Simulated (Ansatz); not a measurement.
**C: density, localisation and related maps**

The calculation's input:

```
crystal:
  lattice:
    - [1.2279212041, 2.1267565396, 0.0]
    - [1.2279212041, -2.1267565396, 0.0]
    - [0.0, 0.0, -7.1235273225]
  atoms:
    - { symbol: C, position: [0.1667039277, 0.8332960723, 0.0210569839] }
    - { symbol: C, position: [0.6667039277, 0.3332960723, 0.4789430161] }
    - { symbol: C, position: [0.8332960723, 0.1667039277, 0.0210569839] }
    - { symbol: C, position: [0.3332960723, 0.6667039277, 0.4789430161] }
basis:
  ecutwfc: 500
kpoints:
  mp_grid: { grid: [12, 12, 4] }
hamiltonian:
  xc: r2scan
scf:
  occupations: { method: gaussian, width: 0.05 }
output:
  forces: true
  stress: true
  eigenvalues: true
  write_density: true
  write_potential: true
  elf: true
  volumetric_format: npy
```

Run with:

```sh
ansatz run input.yaml --threads 2 --pin off --max-ram 5120MiB --backend cpu --events-out ev --progress --plain --runs-dir out
```

Below, planes, directions and counts refer to the conventional cell (a = 2.46 Å, b = 4.25 Å, c = 7.12 Å, α = 90.00°, β = 90.00°, γ = 90.00°).

Space group Cmme.

Computed with Ansatz, DFT r2SCAN, scalar-relativistic, plane waves, PAW.

Core electrons are frozen (PAW), and the valence fields are smoothed inside the atomic spheres.

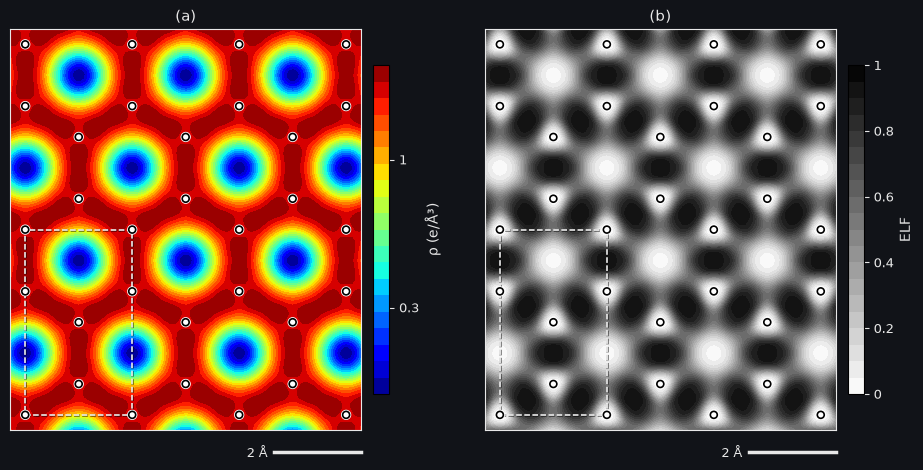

Figure 1. (a) valence electron density; (b) electron localisation function on the (001) plane of the conventional cell. Circles mark the nuclei in the plane (C).

Question: What do the fields say about this system?

Answer: Atoms in the plane: C.
C–C (1.42 Å): ρ at the midpoint is about 2.1 e/Å³; the ELF peaks at about 0.95 between the atoms, as expected for a covalent bond.
Between the atoms the lowest density in this plane is 0.15 e/Å³.

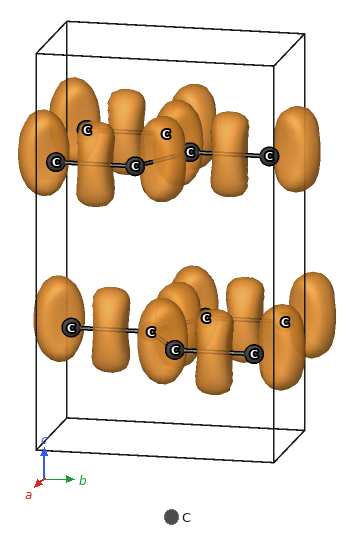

Figure 2. Isosurface of the electron localisation function at 0.75 (orange), seen slightly off an axis. Core shells and regions of very low density are left out. Sticks mark near contacts.

Question: Describe the localisation domains.

Answer: The ELF exceeds this value in twelve regions between bonded C–C atoms (shared pairs), counted in one cell of 8 atoms. Regions shared between cells count once.

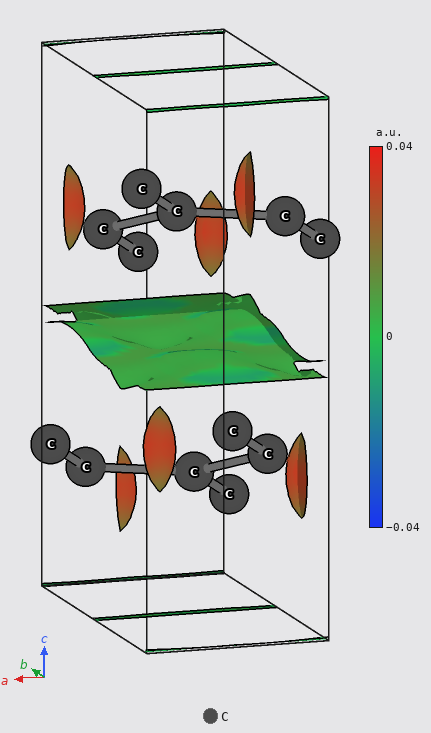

Figure 3. Non-covalent interaction (NCI) plot: the surface where the reduced density gradient is 0.5, for densities under 0.05 a.u., coloured by sign(λ₂)ρ; seen at an oblique angle.

Question: What holds or crowds the atoms apart from the covalent bonds?

Answer: Extended surface: a weak contact (green) (×2); sheets between layers or molecules: a weak contact (green); inside the ring or cage of C: steric crowding (red) (×4).
